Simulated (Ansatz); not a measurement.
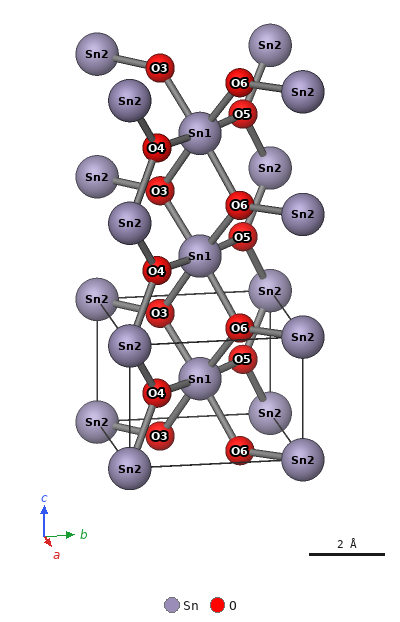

Fig. 1: The structure as given in the input (ball-and-stick view of the cell of the calculation, repeated 1 × 1 × 3, seen slightly off an axis; atoms are numbered from 1 in the order of the input). An atom can appear more than once, as a periodic image. Near neighbours in the periodic cell (some may lie outside the picture): Sn has 6 O at 2.04 to 2.22 Å; O has 3 Sn at 2.04 to 2.22 Å.

## SnO$_{2}$: single-point calculation

SnO$_{2}$ (6 atoms in the cell), computed with DFT LDA, scalar-relativistic, plane waves, PAW, PAW set soft_1, no spin polarisation (Ansatz 0.2.0).

The structure derives from a Materials Project entry. Figures and captions count atoms from 1; the log counts them from 0 in places.

### Input
```yaml
crystal:
  lattice:
    - [4.7201335122, 0.0, 0.0]
    - [0.0, 4.7206343096, 0.0]
    - [0.0, 0.0, 3.4120402756]
  atoms:
    - { symbol: Sn, position: [0.5, 0.5, 0.5036858593] }
    - { symbol: Sn, position: [0.0, 0.0, -0.0036858593] }
    - { symbol: O, position: [0.305992035, 0.3061675039, -0.023519652] }
    - { symbol: O, position: [0.805992035, 0.1938324961, 0.523519652] }
    - { symbol: O, position: [0.194007965, 0.8061675039, 0.523519652] }
    - { symbol: O, position: [0.694007965, 0.6938324961, -0.023519652] }
basis:
  ecutwfc: 520.0
kpoints:
  mp_grid: { grid: [6, 6, 8] }
hamiltonian:
  xc: lda
  pseudopotentials: { kind: paw, azcp: { folder: soft_1 } }
scf:
  occupations: { method: gaussian, width: 0.05 }
output:
  forces: true
  stress: true
  eigenvalues: true
  write_density: true
  write_potential: true
  elf: true
  volumetric_format: npy
```

Hardware: 2 threads of Intel Xeon @ 2.90GHz (Ice Lake), 192 GiB of memory available, shared host.

Launch command:
```bash
ansatz run input.yaml --threads 2 --pin off --max-ram 4096MiB --backend cpu --events-out ev --progress --plain --runs-dir out
```

### Output
```
Warning: [file] the record states the generating functional pbe (its physics header spells it `PBE`), which answers neither for hamiltonian.xc's functional nor for the lda family's — results may be inconsistent (PPs are generated against a specific XC)
Warning: [file] the record states the generating functional pbe (its physics header spells it `PBE`), which answers neither for hamiltonian.xc's functional nor for the lda family's — results may be inconsistent (PPs are generated against a specific XC)
Engine: ansatz 0.2.0, x86_64-unknown-linux-gnu
Pseudopotentials: kind: paw
Pseudopotential: Sn, paw, valence charge 14, recommended cutoff 420 eV (normal), [file]
Pseudopotential: O, paw, valence charge 6, recommended cutoff 420 eV (normal), [file]
Functional definition: SPW92
  exchange = slater_x
  correlation = pw_c
Crystal: 6 atoms, lattice volume = 76.027 Å³
Basis set: ecut = 520 eV, 2069 PW (Γ)
Bands: 32, of which v1, the nominal top of the filled ones, is band 26 counted from 1 (25 counted from 0)
Symmetry: 4 space group operations
Space group: P21212 (ITA 18), of the structure as read, at distance tolerance 4.2e-5 Å
k-points: 80 of 288 (time reversal used)
Non-local potential: Sn, projectors of the file, l = 0: 2, l = 1: 2, l = 2: 2, l = 3: 1
Non-local potential: O, projectors of the file, l = 0: 2, l = 1: 2, l = 2: 1
PAW form: soft (Blöchl's): semilocal exchange-correlation on the pseudo side does not see the compensation charge
PAW frozen core: Sn, regenerated for the run's functional, and the local potential with it (the file was generated under x = pbe(κ = 0.804, μ = 0.2195149727645171), c = pbe(β = 0.06672455060314922))
PAW frozen core: O, regenerated for the run's functional, and the local potential with it (the file was generated under x = pbe(κ = 0.804, μ = 0.2195149727645171), c = pbe(β = 0.06672455060314922))
PAW one-centre angular grid: Sn, 590 points (default); XC on 64 Gauss nodes
PAW one-centre angular grid: O, 110 points (default); XC on 64 Gauss nodes
Initial density: superposition of atomic densities (chi_scale 0.1, normalization cell, long waves kept (reshape's long-wave potential 0.00 eV rms))
Initial wavefunctions: pseudopotential atomic-orbital guess
Functional: x = slater, c = lda
SCF iter   1: F=—  HF=-13980.560670 eV  |F-HF|=—  |Δ(HF+E_count)|=         —  Δρ=6.30e-2  dr2=2.15e0  ethr=3.10e-3  ⟨swp⟩=6.1  Hψ=11964  notcnv=0
preconditioner: auto → Resta (q_TF=auto, 2.561 Å⁻¹)  ε∞=3.6  [insulator: Δε(μ)=0.636 eV  Ē_g=19.130 eV  σ=0.050 eV  W_gap=1.00  n_scr=18 (ndim 8)  ℏωp=30.7 eV  f_vac=0.000  D(μ)=0.00/eV (n_scr^D=0)  ε∞_Penn≈3.6]
SCF iter   2: F=—  HF=-13980.126781 eV  |F-HF|=—  |Δ(HF+E_count)|=   4.34e-1  Δρ=3.25e-2  dr2=5.88e-1  ethr=3.10e-3  ⟨swp⟩=2.0  Hψ=3592  notcnv=0  defer=140
SCF iter   3: F=—  HF=-13979.970643 eV  |F-HF|=—  |Δ(HF+E_count)|=   1.56e-1  Δρ=4.21e-3  dr2=1.00e-2  ethr=1.13e-3  ⟨swp⟩=2.6  Hψ=4131  notcnv=0  defer=140
SCF iter   4: F=—  HF=-13979.969856 eV  |F-HF|=—  |Δ(HF+E_count)|=   7.87e-4  Δρ=8.84e-4  dr2=4.37e-4  ethr=1.93e-5  ⟨swp⟩=2.1  Hψ=3716  notcnv=0  defer=140
SCF iter   5: F=—  HF=-13979.969991 eV  |F-HF|=—  |Δ(HF+E_count)|=   1.35e-4  Δρ=2.52e-4  dr2=4.25e-5  ethr=8.40e-7  ⟨swp⟩=2.6  Hψ=4624  notcnv=0  defer=140
SCF iter   6: F=—  HF=-13979.969992 eV  |F-HF|=—  |Δ(HF+E_count)|=   1.46e-6  Δρ=5.41e-5  dr2=1.86e-6  ethr=8.17e-8  ⟨swp⟩=2.4  Hψ=3764  notcnv=0  defer=140
SCF iter   7: F=-13979.969992 eV  HF=-13979.969992 eV  |F-HF|=1.79e-8  |Δ(HF+E_count)|=   3.17e-7  Δρ=7.40e-6  dr2=4.45e-8  ethr=1.92e-10  ⟨swp⟩=14.8  Hψ=21603  notcnv=0
SCF 1 converged in 7 iterations: F = -13979.969992 eV  dr2 = 4.45e-8
  greatest PAW one-centre occupation: 0.997 electrons in one spin orbital (limit 2), on the Sn atom at site 0 (counted from 0), in its partial waves of l = 2
```

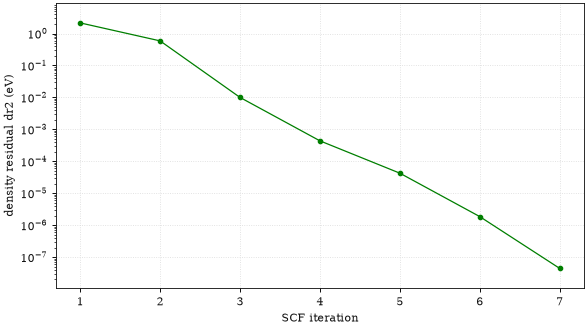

Fig. 2: Convergence of the self-consistent field: density residual dr2 against the SCF iteration. The residual falls at every step.

```
SCF converged after 7 iterations
Free energy (F): -13979.969992 eV
Harris-Foulkes:  -13979.969992 eV  (|F-HF|=1.79e-8)
Internal energy: -13979.969988 eV  (E = F + TS)
E sigma→0 (E₀):  -13979.969990 eV
Entropy (-TS):   -0.000004 eV (-0.001 meV/atom)
Fermi energy:    8.421123 eV
--- Per-component energies (eV) ---
  E_band       = -172.177032
  E_kinetic    = 1007.019977
  E_local      = -3242.251683  (includes V_loc(G=0)·N_el)
  E_nonlocal   = 517.109910
  E_hartree    = 1452.278466
  E_xc         = -527.245498
  E_vxc        = -519.549676  (∫ρ·V_xc dr)
  E_paw        = -9065.452961  (= ΣΔE_a)
  E_vpaw       = -839.059169  (= ΣTr[D̂ρ^β])
  E_aug_tail   = 0.001015  (compensation charges beyond the density's cutoff)
  E_ewald      = -4122.666681
  E_core_change = 1.237468  (= ΣΔE_core)
  E_smearing   = -0.000004  (= −TS)
  E_closure    = -0.000000  (closes the sum)
  Σ components = -13979.969992   (vs F -13979.969992, Δ=0.00e0)
--- Forces (eV/Å), atoms counted from 1 ---
  atom   1  Sn     0.00000000    -0.00000000    -0.85368838
  atom   2  Sn     0.00000000    -0.00000000     0.85368838
  atom   3  O      0.07965162     0.07881104     1.09921448
  atom   4  O      0.07965162    -0.07881104    -1.09921448
  atom   5  O     -0.07965162     0.07881104    -1.09921448
  atom   6  O     -0.07965162    -0.07881104     1.09921448
  max |Σ_I F_I| component: 1.39e-17 eV/Å
--- Stress (GPa, compression-positive) ---
       -7.755626       0.000000       0.000000
        0.000000      -7.760019      -0.000000
        0.000000      -0.000000     -22.504926
  P = ⅓ Tr σ = -12.6735 GPa (-126.735 kbar)
--- Band table (eV; the first three rows and the last of 80) ---
  k-point 0: bands = ["-12.5817", "-11.8713", "-11.7979", "-11.7979", "-11.7856", "-11.7746", "-11.6631", "-11.5887", "-11.5508", "-11.5508", "-10.0312", "-8.1505", "-8.1503", "-6.6119", "0.2976", "4.1632", "4.6143", "4.6168", "5.4100", "6.3161", "6.4593", "6.8862", "6.8864", "7.6731", "7.6735", "8.3216", "8.5206", "13.0043", "13.6726", "13.6733", "17.4403", "18.3413"]
  k-point 1: bands = ["-12.5346", "-11.8710", "-11.8710", "-11.8466", "-11.7722", "-11.7646", "-11.6588", "-11.5900", "-11.5624", "-11.5624", "-9.9375", "-8.0084", "-8.0083", "-6.7268", "0.2755", "4.1196", "4.7197", "4.7221", "5.2210", "5.5006", "6.4038", "6.4374", "6.4377", "7.6674", "7.6679", "8.1981", "9.5401", "13.2760", "14.2448", "14.2455", "16.9406", "18.9999"]
  k-point 2: bands = ["-12.4107", "-12.0350", "-12.0350", "-11.8677", "-11.7167", "-11.6987", "-11.6473", "-11.5944", "-11.5856", "-11.5855", "-9.6448", "-7.6758", "-7.6757", "-7.0742", "0.2826", "3.6815", "4.1417", "4.9475", "4.9486", "5.6312", "5.6325", "5.7628", "5.9674", "7.5533", "7.5540", "7.8550", "11.1158", "13.7483", "15.5310", "15.5315", "16.5960", "19.4510"]
  k-point 79: bands = ["-12.2513", "-12.2513", "-12.1018", "-12.1018", "-11.6167", "-11.6167", "-11.6087", "-11.6087", "-11.6071", "-11.6071", "-8.2055", "-8.2055", "-7.3151", "-7.3151", "0.4522", "0.4522", "3.5487", "3.5487", "5.7720", "5.7720", "6.1563", "6.1563", "7.5076", "7.5076", "7.6555", "7.6555", "12.3363", "12.3363", "16.5925", "16.5925", "18.0202", "18.0202"]
```

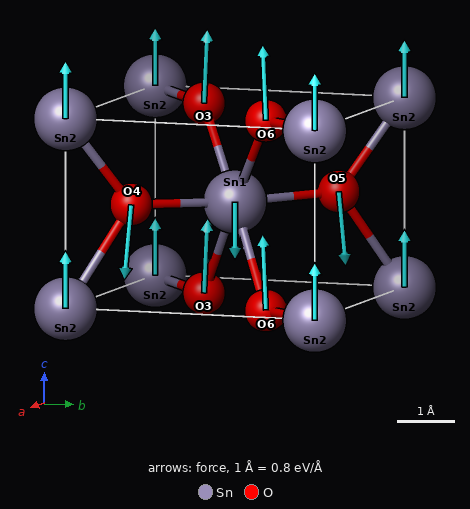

Fig. 3: Forces on the atoms as teal arrows (ball-and-stick view of the cell of the calculation, seen slightly off an axis; atoms are numbered from 1 in the order of the input). The largest act on all 4 O atoms (1.10 eV/Å); Sn1, Sn2 (0.85 eV/Å). The geometry is not a stationary point of this energy.

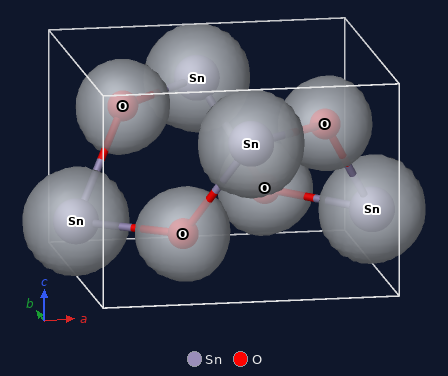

Fig. 4: Isosurface of the valence charge density (pseudo) at 1 e/Å³ (grey), seen slightly off an axis. Sticks mark near contacts. The outline is the cell set on symmetry axes. At this value the density breaks into separate islands; it holds about 70 % of the electrons treated as valence (semicore included). It is pinched off along the Sn–O (2.04 Å) and Sn–O (2.22 Å) contacts. On the grid the lowest density along these lines, outside the cores, is 0.67 e/Å³ (Sn–O, 2.04 Å) and 0.48 e/Å³ (Sn–O, 2.22 Å). The fields are those of the smooth PAW valence density.

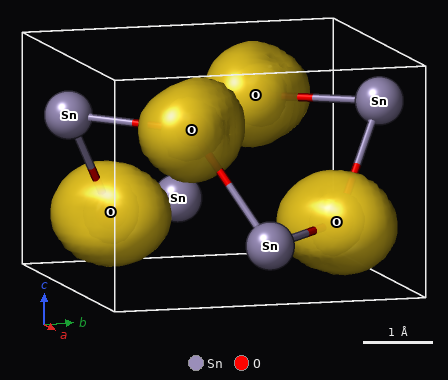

Fig. 5: Isosurface of the ELF at 0.75 (yellow), seen slightly off an axis. Only the valence region is drawn (cores and ρ < 0.01 e/Å³ removed). Sticks mark near contacts. The outline is the cell set on symmetry axes. Values along the shortest contacts: Sn–O (2.04 Å): the ELF is about 0.30 at the midpoint. Sn–O (2.22 Å): the ELF is about 0.25 at the midpoint.

### Key numbers

| quantity | value |
| --- | --- |
| outcome | converged |
| space group (tolerance 0.01 Å) | P-42₁m (113) |
| electrons treated | 52 |
| free energy | −13979.9700 eV |
| Fermi energy | 8.421 eV |
| gap on the k-point mesh | 0.20 eV |
| pressure | −12.67 GPa |
| largest force (length of the vector) | 1.105 eV/Å |
| wall time | 17 s (CPU time 32 s) |
| peak memory | 0.51 GiB |

### Remarks

The program warns: the PAW datasets were made with another functional.
